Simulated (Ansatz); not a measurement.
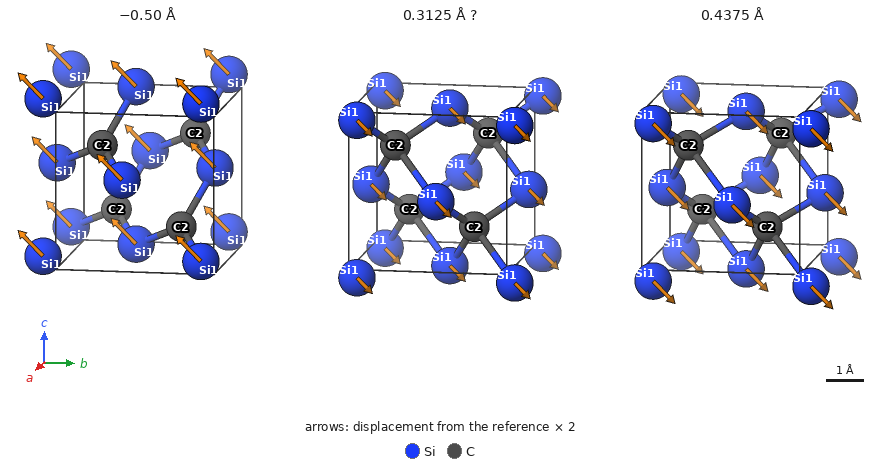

Energy scan for crystalline SiC (F-43m), in which the whole Si sublattice is shifted rigidly, towards the nearest copy of atom 1 (Si) at 3.075 Å, all else fixed. Style: ball-and-stick. Shown: the conventional cell (4 times the calculation's cell), slightly off an axis. Orange arrows: displacements from the reference. Lengths and directions refer to the drawn axes.

These are results of Ansatz, DFT PBE, scalar-relativistic, plane waves, PAW, not measurements. Settings: plane-wave cutoff 420 eV; k-point mesh 12 × 12 × 12; occupations gaussian; smearing width 0.05 eV; no spin polarisation. Energies (free energies at the smearing named) are counted from the cell as listed in its source, which wasn't relaxed.

```json
{"displacement (Å)": "−0.5000", "ΔE (eV/cell)": "2.67"}
{"displacement (Å)": "−0.2500", "ΔE (eV/cell)": "0.62"}
{"displacement (Å)": "0.0000", "ΔE (eV/cell)": "0.00"}
{"displacement (Å)": "0.0625", "ΔE (eV/cell)": "0.04"}
{"displacement (Å)": "0.1250", "ΔE (eV/cell)": "0.15"}
{"displacement (Å)": "0.1875", "ΔE (eV/cell)": "0.35"}
{"displacement (Å)": "0.3125", "ΔE (eV/cell)": "?"}
{"displacement (Å)": "0.3750", "ΔE (eV/cell)": "1.45"}
{"displacement (Å)": "0.4375", "ΔE (eV/cell)": "2.00"}
```

Question: Estimate the missing energy from the other rows, and compare with the calculation.

Answer: A straight line between the two neighbours gives 1.08 eV/cell. A cubic through the four nearest rows (0.1250, 0.1875, 0.3750, 0.4375) gives, with Lagrange weights, (−0.2000)(0.15) + (0.5000)(0.35) + (1.0000)(1.45) + (−0.3000)(2.00) = 0.99 eV/cell. The calculation gives 0.99 eV/cell, so the cubic is right to the digits shown and the straight line 0.09 eV/cell too high, as the curve bends upwards here.

The whole profile:

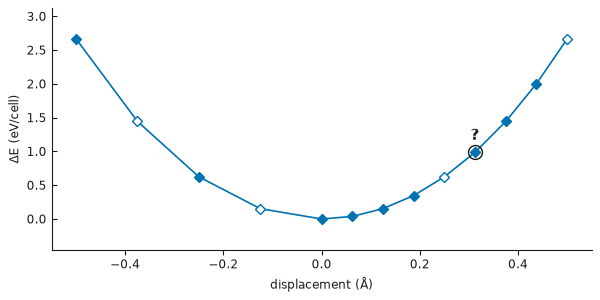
